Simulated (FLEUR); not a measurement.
# A series of single points on BaTiO3

System: BaTiO3 (P4mm, 5 atoms in the cell).
Method: Kohn-Sham DFT of a periodic cell, PBE, all-electron, no spin polarisation (FLEUR MaX-R8.1 (later development tree)).

The 5 runs differ only in the geometry, by an even scaling of the cell at fixed fractional positions. The structure derives from an entry of the Crystallography Open Database.

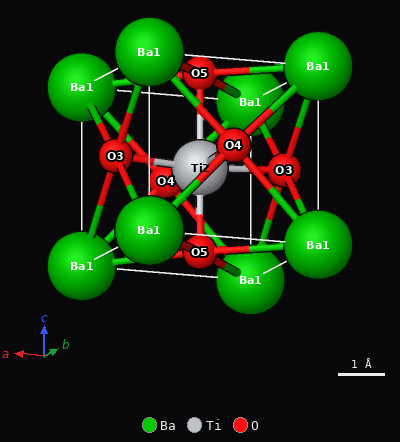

Figure 1. The structure of run 3 (ball-and-stick view of the cell of the calculation, seen at an oblique angle; atoms are numbered from 1 in the order of the input).

## Input of run 3
```
<?xml version="1.0" encoding="UTF-8" standalone="no"?>
<fleurInput fleurInputVersion="0.39">
   <comment>
      BaTiO3                                                                                              
   </comment>
   <calculationSetup>
      <cutoffs Kmax="4.0" Gmax="20.0" GmaxXC="20.0" numbands="0"/>
      <scfLoop itmax="60" minDistance="0.00001" maxIterBroyd="15" imix="Anderson" alpha="0.05" precondParam="0.0" spinf="2.0" sdNocoIR="T"/>
      <coreElectrons ctail="T" frcor="F" kcrel="0" coretail_lmax="0"/>
      <xcFunctional name="pbe" relativisticCorrections="F"/>
      <magnetism jspins="1"/>
      <soc l_soc="F" theta="0.0" phi="0.0" spav="F"/>
      <expertModes spex="0" secvar="F"/>
      <geometryOptimization l_f="F" forcealpha="1.0" forcemix="BFGS" epsdisp="0.00001" epsforce="0.00001"/>
      <ldaU l_linMix="F" mixParam="0.05" spinf="1.0"/>
   </calculationSetup>
   <cell>
      <bzIntegration valenceElectrons="50.0" mode="hist" fermiSmearingEnergy="0.00183747">
         <kPointListSelection listName="default-1"/>
         <!-- k-points included here -->
         <xi:include xmlns:xi="http://www.w3.org/2001/XInclude" href="kpts.xml"> </xi:include>
      </bzIntegration>
      <!-- symmetry operations included here -->
      <xi:include xmlns:xi="http://www.w3.org/2001/XInclude" href="sym.xml"> </xi:include>
      <bulkLattice scale="1.0000000000">
         <bravaisMatrix>
            <row-1>    7.5585265531750796     0.0000000000000000     0.0000000000000000</row-1>
            <row-2>    0.0000000000000000     7.5585265531750796     0.0000000000000000</row-2>
            <row-3>    0.0000000000000000     0.0000000000000000     7.5929195686427988</row-3>
         </bravaisMatrix>
      </bulkLattice>
   </cell>
   <atomSpecies>
      <species name="Barium (Ba)" element="Ba" atomicNumber="56">
         <mtSphere radius="2.66" gridPoints="879" logIncrement="0.015"/>
         <atomicCutoffs lmax="7" lnonsphr="5"/>
         <electronConfig flipSpins="F">
            <coreConfig>(1s1/2) (2s1/2) (2p1/2) (2p3/2) (3s1/2) (3p1/2) (3p3/2) (4s1/2) (3d3/2) (3d5/2) (4p1/2) (4p3/2)</coreConfig>
            <valenceConfig>(5s1/2) (4d3/2) (4d5/2) (5p1/2) (5p3/2) (6s1/2)</valenceConfig>
         </electronConfig>
         <energyParameters s="6" p="5" d="4" f="4"/>
         <lo type="SCLO" l="0" n="5" eDeriv="0"/>
         <lo type="HELO" l="1" n="6" eDeriv="0"/>
         <lo type="HELO" l="1" n="6" eDeriv="1"/>
         <lo type="HELO" l="2" n="5" eDeriv="0"/>
         <lo type="HELO" l="2" n="5" eDeriv="1"/>
         <lo type="SCLO" l="3" n="4" eDeriv="2"/>
      </species>
      <species name="Titanium (Ti)" element="Ti" atomicNumber="22">
         <mtSphere radius="1.82" gridPoints="621" logIncrement="0.019"/>
         <atomicCutoffs lmax="5" lnonsphr="3"/>
         <electronConfig flipSpins="F">
            <coreConfig>(1s1/2) (2s1/2) (2p1/2) (2p3/2)</coreConfig>
            <valenceConfig>(3s1/2) (3p1/2) (3p3/2) (4s1/2) (3d3/2) (3d5/2)</valenceConfig>
            <stateOccupation state="(3d3/2)" spinUp="0.400000" spinDown="0.400000"/>
            <stateOccupation state="(3d5/2)" spinUp="0.600000" spinDown="0.600000"/>
         </electronConfig>
         <energyParameters s="4" p="4" d="3" f="4"/>
         <lo type="SCLO" l="0" n="3" eDeriv="0"/>
         <lo type="SCLO" l="1" n="3" eDeriv="0"/>
         <lo type="SCLO" l="1" n="3" eDeriv="1"/>
         <lo type="SCLO" l="2" n="3" eDeriv="2"/>
         <lo type="SCLO" l="3" n="4" eDeriv="2"/>
      </species>
      <species name="Oxygen (O)" element="O" atomicNumber="8">
         <mtSphere radius="1.39" gridPoints="477" logIncrement="0.022"/>
         <atomicCutoffs lmax="4" lnonsphr="3"/>
         <electronConfig flipSpins="F">
            <coreConfig>(1s1/2)</coreConfig>
            <valenceConfig>(2s1/2) (2p1/2) (2p3/2)</valenceConfig>
            <stateOccupation state="(2p1/2)" spinUp="0.666667" spinDown="0.666667"/>
            <stateOccupation state="(2p3/2)" spinUp="1.333333" spinDown="1.333333"/>
         </electronConfig>
         <energyParameters s="2" p="2" d="3" f="4"/>
         <lo type="SCLO" l="0" n="2" eDeriv="2"/>
         <lo type="SCLO" l="1" n="2" eDeriv="2"/>
         <lo type="SCLO" l="2" n="3" eDeriv="2"/>
      </species>
   </atomSpecies>
   <atomGroups>
      <atomGroup species="Barium (Ba)">
         <relPos label="                   1">.0000000000 .0000000000 .0000000000</relPos>
         <force calculate="T" relaxXYZ="TTT"/>
      </atomGroup>
      <atomGroup species="Titanium (Ti)">
         <relPos label="                   2">1.000/2.000 1.000/2.000 .4900000000</relPos>
         <force calculate="T" relaxXYZ="TTT"/>
      </atomGroup>
      <atomGroup species="Oxygen (O)">
         <relPos label="                   3">.0000000000 1.000/2.000 -.4830000000</relPos>
         <relPos label="                   4">1.000/2.000 .0000000000 -.4830000000</relPos>
         <force calculate="T" relaxXYZ="TTT"/>
      </atomGroup>
      <atomGroup species="Oxygen (O)">
         <relPos label="                   5">1.000/2.000 1.000/2.000 .0190000000</relPos>
         <force calculate="T" relaxXYZ="TTT"/>
      </atomGroup>
   </atomGroups>
   <output dos="F" band="F" slice="F">
      <checks vchk="F" cdinf="F"/>
      <bandDOS minEnergy="-.5*Htr" maxEnergy="0.5*Htr" sigma="0.015" storeEVData="T"/>
      <vacuumDOS vacdos="F" integ="F" star="F" nstars="0" locx1="0.0" locy1="0.0" locx2="0.0" locy2="0.0" nstm="0" tworkf="0.0"/>
      <unfoldingBand unfoldBand="F" supercellX="1" supercellY="1" supercellZ="1"/>
      <plotting iplot="0" polar="F">
         <plot TwoD="T" vec1="  1.0  0.0  0.0" vec2="  0.0  1.0  0.0" vec3="  0.0  0.0  1.0" zero="  0.0  0.0  0.0" file="plot"/>
      </plotting>
      <chargeDensitySlicing numkpt="0" minEigenval="0.0" maxEigenval="0.0" nnne="0" pallst="F"/>
      <specialOutput eonly="F"/>
      <moessbauerParams electricFieldGradient="T" isomerShift="T" coreHyperfine="T" valenceHyperfine="T"/>
      <magneticCircularDichroism mcd="F" energyLo="-10.0" energyUp="0.0"/>
   </output>
  <!-- We include the file relax.xml here to enable relaxations (see documentation) -->
  <xi:include xmlns:xi="http://www.w3.org/2001/XInclude" href="relax.xml"> <xi:fallback/> </xi:include>
</fleurInput>
```

Command:
```bash
inpgen -f crystal.txt -profile fast; fleur_MPI
```

Lattice vectors (Å) and fractional positions of run 3:
```
   3.999800    0.000000    0.000000
   0.000000    3.999800    0.000000
   0.000000    0.000000    4.018000
Ba  0.000000  0.000000  0.000000
Ti  0.500000  0.500000  0.490000
O   0.000000  0.500000  0.517000
O   0.500000  0.000000  0.517000
O   0.500000  0.500000  0.019000
```

Run 4 has the same physical settings and fractional positions; its lattice vectors (Å) are:
```
   4.052435    0.000000    0.000000
   0.000000    4.052435    0.000000
   0.000000    0.000000    4.070874
```

## Results, with one run withheld

```csv
run,volume per atom (Å³),"free energy per atom, from the lowest run given (meV)",gap on the mesh (eV)
1,12.085,41.24,2.04
2,12.342,21.39,2.01
3,12.856,0.00,1.93
4,13.371,?,?
5,13.628,11.83,1.80
```

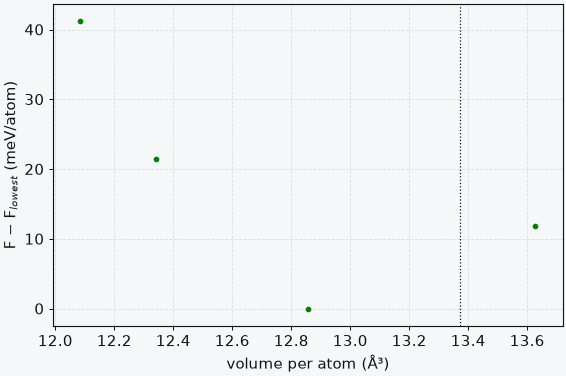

Figure 2. Free energy per atom of the runs given; the dotted line marks run 4.

What should run 4 give?

A quadratic polynomial in V^(−2/3) (the Birch–Murnaghan form), fitted to the 4 runs given, misses them by at most 0.49 meV per atom. With x = V^(−2/3) − 0.18366 Å⁻², it reads F = 3.7165 + 3071.3 x + 4.8054e+05 x² (meV per atom). At run 4 it gives 3.00 meV per atom, and the run itself gives 3.71. The fit has its minimum at 13.044 Å³ per atom, where V d²F/dV² gives 171 GPa. Cell shape and fractional positions are held, so this is the stiffness under even scaling; the relaxed bulk modulus wasn't computed. So low a polynomial doesn't follow these energies more closely. The gap on the mesh goes, without turning, from 2.04 eV in run 1 to 1.80 eV in run 5; run 4 has 1.85 eV. These are gaps of this functional on this mesh, which can miss the band edges; they aren't the measured gap.

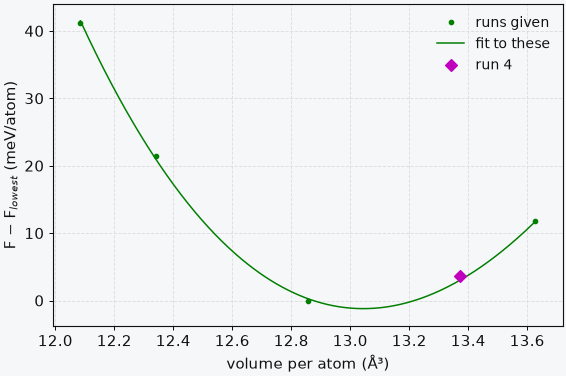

Figure 3. The fit and the withheld run.

## Output (run 4)
```
Welcome to FLEUR        (www.flapw.de)
      MaX-Release 8.1          (www.max-centre.eu)

 ========== k-point set info ==========
 Selected k-point list: default-1
 k-point list type: mesh
 7 x 7 x 7
 Number of k points: 40

 ------------Calculation Setup---------------------------
 Number of MPI-tasks      :            1
 Number of PE/node        :            1
 Number of OMP-threads    :            1
 Most efficient MPI parallelization for:
           1           2           4           5           8          10          20          40
 Additional eigenvalue parallelization possible
 Number of basis functions:          708
 Approximate size of matrices (H+S) per k-point:         0.015 GB
 --------------------------------------------------------

 Iteration:     1   Distance:      27.24546007 me/bohr^3

 Iteration:     2   Distance:      22.55243548 me/bohr^3

 Iteration:     3   Distance:       8.24654550 me/bohr^3

 Iteration:     4   Distance:       7.51934712 me/bohr^3

 Iteration:     5   Distance:       4.96914691 me/bohr^3

 Iteration:     6   Distance:       2.28500566 me/bohr^3

 Iteration:     7   Distance:       0.79994457 me/bohr^3

 Iteration:     8   Distance:       0.53843692 me/bohr^3

 Iteration:     9   Distance:       0.52382318 me/bohr^3

 Iteration:    10   Distance:       0.08733487 me/bohr^3

 Iteration:    11   Distance:       0.06511711 me/bohr^3

 Iteration:    12   Distance:       0.01448321 me/bohr^3

 Iteration:    13   Distance:       0.01664223 me/bohr^3

 Iteration:    14   Distance:       0.01237889 me/bohr^3

 Iteration:    15   Distance:       0.00887129 me/bohr^3

 Iteration:    16   Distance:       0.00657473 me/bohr^3

 Iteration:    17   Distance:       0.00173448 me/bohr^3

 Iteration:    18   Distance:       0.00055967 me/bohr^3

 Iteration:    19   Distance:       0.00026490 me/bohr^3

 Iteration:    20   Distance:       0.00023638 me/bohr^3

 Iteration:    21   Distance:       0.00013214 me/bohr^3

 Iteration:    22   Distance:       0.00002786 me/bohr^3

 Iteration:    23   Distance:       0.00001447 me/bohr^3

 Iteration:    24   Distance:       0.00000951 me/bohr^3

 ********************************************************************
 Run finished successfully
 Stop message:
   all done
 ********************************************************************
```
